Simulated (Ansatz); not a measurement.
**CuO: 7 runs along one coordinate**

System: CuO (P4₂/mmc, 4 atoms in the cell).
Method: Kohn-Sham DFT of a periodic cell, PBE, all-electron LAPW, scalar-relativistic, no spin polarisation (Ansatz 0.2.0).

The 7 runs differ only in the geometry, by an even scaling of the cell at fixed fractional positions. The structure was built on a prototype by a generator; it need not be a known phase.

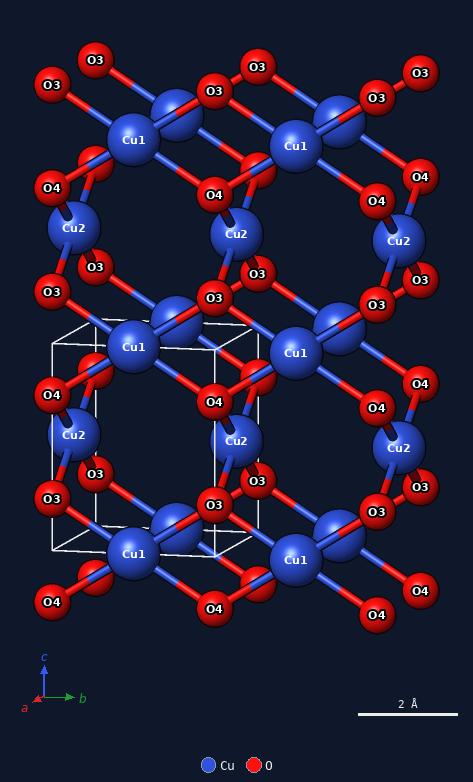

Figure 1. The structure of run 4 (ball-and-stick view of the cell of the calculation, repeated 1 × 2 × 2, seen slightly off an axis; bonded neighbours outside the cell are drawn too; atoms are numbered from 1 in the order of the input).

## Input of run 4
```yaml
crystal:
  lattice:
    - [3.42205097, 0.0, 0.0]
    - [0.0, 3.42205097, 0.0]
    - [0.0, 0.0, 4.26046148]
  atoms:
    - { symbol: Cu, position: [0.0, 0.5, 0.0] }
    - { symbol: Cu, position: [0.5, 0.0, 0.5] }
    - { symbol: O, position: [0.0, 0.0, 0.25] }
    - { symbol: O, position: [0.0, 0.0, 0.75] }
kpoints:
  mp_grid: { grid: [8, 8, 6] }
scf:
  occupations: { method: fermi_dirac, width: 0.05 }
hamiltonian:
  xc: pbe
  pseudopotentials: { kind: all_electron, lapw: { basis_error: 0.001 } }
output:
  forces: true
  stress: true
  eigenvalues: true
```

Command:
```bash
ansatz run input.yaml --threads 2 --pin off --max-ram 6144MiB --backend cpu --events-out ev --progress --plain --runs-dir out
```

Run 2 differs from it as follows:
```diff
-    - [3.42205097, 0.0, 0.0]
-    - [0.0, 3.42205097, 0.0]
-    - [0.0, 0.0, 4.26046148]
+    - [3.3758013685, 0.0, 0.0]
+    - [0.0, 3.3758013685, 0.0]
+    - [0.0, 0.0, 4.2028806177]
```

## Results, with one run withheld

```csv
run,volume per atom (Å³),"free energy per atom, from the lowest run given (meV)",pressure (GPa)
1,11.725,7.36,5.33
2,11.974,?,?
3,12.224,0.00,−0.38
4,12.473,2.49,−2.78
5,12.722,8.51,−4.91
6,12.972,17.66,−6.80
7,13.221,29.59,−8.49
```

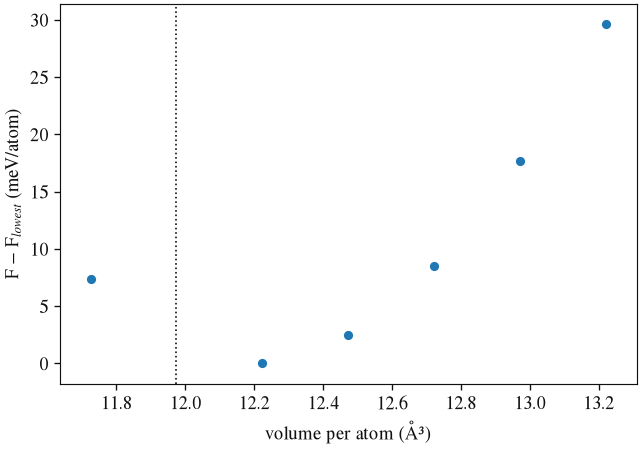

Figure 2. Free energy per atom of the runs given; the dotted line marks run 2.

Estimate the energy of run 2 from the others.

A cubic polynomial in V^(−2/3) (the Birch–Murnaghan form), fitted to the 6 runs given, misses them by at most 0.01 meV per atom. With x = V^(−2/3) − 0.18527 Å⁻², it reads F = 3.779 − 2138.2 x + 2.9684e+05 x² + 5.6616e+05 x³ (meV per atom). At run 2 it gives 1.46 meV per atom, and the run itself gives 1.46. The slope of the fit gives a pressure −dF/dV of 2.31 GPa there, and the run prints 2.31 GPa. The fit has its minimum at 12.186 Å³ per atom, where V d²F/dV² gives 126 GPa. Cell shape and fractional positions are held, so this is the stiffness under even scaling; the relaxed bulk modulus wasn't computed.

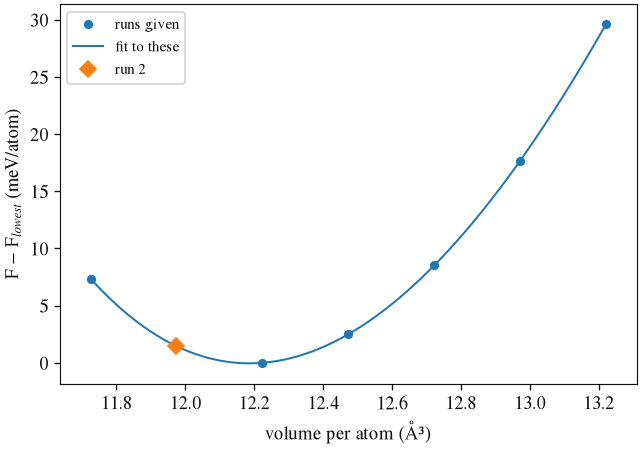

Figure 3. The fit and the withheld run.

## Output, shortened to warnings, some set-up lines, iterations and results (run 2)
```
Basis set: ecut = 421.8789347626824 eV, 943 PW (Γ), exchange–correlation at level 2
Symmetry: 16 space group operations
k-points: 60 of 384
Initial density: superposition of atomic densities (chi_scale 0.1, normalization cell, long waves kept (reshape's long-wave potential 0.01 eV rms))
[...]
SCF iter   1: F=—  HF=-94167.996456 eV  |F-HF|=—  |Δ(HF+E_count)|=         —  Δρ=1.61e-1  dr2=1.53e1  ethr=2.82e-2  ⟨swp⟩=2.0  Hψ=12354  notcnv=0
SCF iter   2: F=—  HF=-94161.728277 eV  |F-HF|=—  |Δ(HF+E_count)|=    6.27e0  Δρ=5.02e-2  dr2=1.73e0  ethr=2.82e-2  ⟨swp⟩=2.0  Hψ=5940  notcnv=0
SCF iter   3: F=—  HF=-94162.234350 eV  |F-HF|=—  |Δ(HF+E_count)|=   5.06e-1  Δρ=3.15e-2  dr2=5.10e-1  ethr=3.21e-3  ⟨swp⟩=3.0  Hψ=6387  notcnv=0
SCF iter   4: F=—  HF=-94161.194949 eV  |F-HF|=—  |Δ(HF+E_count)|=    1.04e0  Δρ=7.45e-3  dr2=1.23e-2  ethr=2.28e-5  ⟨swp⟩=2.0  Hψ=10340  notcnv=0
SCF iter   5: F=—  HF=-94161.218957 eV  |F-HF|=—  |Δ(HF+E_count)|=         —  Δρ=1.79e-3  dr2=2.01e-3  ethr=2.27e-5  ⟨swp⟩=3.0  Hψ=6232  notcnv=0
SCF iter   6: F=—  HF=-94161.218744 eV  |F-HF|=—  |Δ(HF+E_count)|=   2.13e-4  Δρ=3.84e-4  dr2=7.93e-5  ethr=3.72e-6  ⟨swp⟩=2.0  Hψ=5727  notcnv=0
SCF iter   7: F=—  HF=-94161.218745 eV  |F-HF|=—  |Δ(HF+E_count)|=   6.91e-7  Δρ=4.07e-5  dr2=7.23e-7  ethr=1.47e-7  ⟨swp⟩=2.0  Hψ=5725  notcnv=0
SCF iter   8: F=-94161.218747 eV  HF=-94161.218747 eV  |F-HF|=2.42e-9  |Δ(HF+E_count)|=   2.01e-6  Δρ=5.81e-6  dr2=1.19e-8  ethr=1.34e-9  ⟨swp⟩=2.7  Hψ=5826  notcnv=0
SCF 1 converged in 8 iterations: F = -94161.218747 eV  dr2 = 1.19e-8
SCF converged after 8 iterations
Free energy (F): -94161.218747 eV
Harris-Foulkes:  -94161.218747 eV  (|F-HF|=2.42e-9)
Internal energy: -94161.199910 eV  (E = F + TS)
E sigma→0 (E₀):  -94161.209328 eV
Entropy (-TS):   -0.018837 eV (-4.709 meV/atom)
Fermi energy:    9.955678 eV
--- Per-component energies (eV) ---
  E_band       = -2959.743904
  E_kinetic    = 95704.407863
  E_xc         = -4142.396966
  E_electrostatic = -185723.210806  (all electrons and nuclei)
  E_smearing   = -0.018837  (= −TS)
  E_closure    = 0.000000  (closes the sum)
  E_atoms      = -94142.871920  (free atoms, spherical and without spin; not in F)
  Σ components = -94161.218747   (vs F -94161.218747, Δ=0.00e0)
  Basis errors (estimates in eV, not in F): energy 4.5e-4 per atom: plane waves 4.1e-4 (2.4e-4 summed), levels above the bands 1.7e-81, relativity 8.0e-8, radial functions 4.0e-5, core shells 3.3e-9; eigenvalues (radial functions only) 4.9e-6; not estimated: angular momenta, meshes, grids; target …
--- Forces (eV/Å), atoms counted from 1 ---
  atom   1  Cu     0.00000000    -0.00000000     0.00000000
  atom   2  Cu     0.00000000     0.00000000     0.00000000
  atom   3  O      0.00000000     0.00000000     0.00000000
  atom   4  O      0.00000000     0.00000000     0.00000000
  max |Σ_I F_I| component: 1.77e-30 eV/Å
--- Stress (GPa, compression-positive) ---
      -11.021477       0.000000       0.000000
        0.000000     -11.021477       0.000000
        0.000000       0.000000      28.966425
  P = ⅓ Tr σ = 2.3078 GPa (23.078 kbar)
```

Notes: The run has no spin polarisation, so a magnetic state may lie lower.
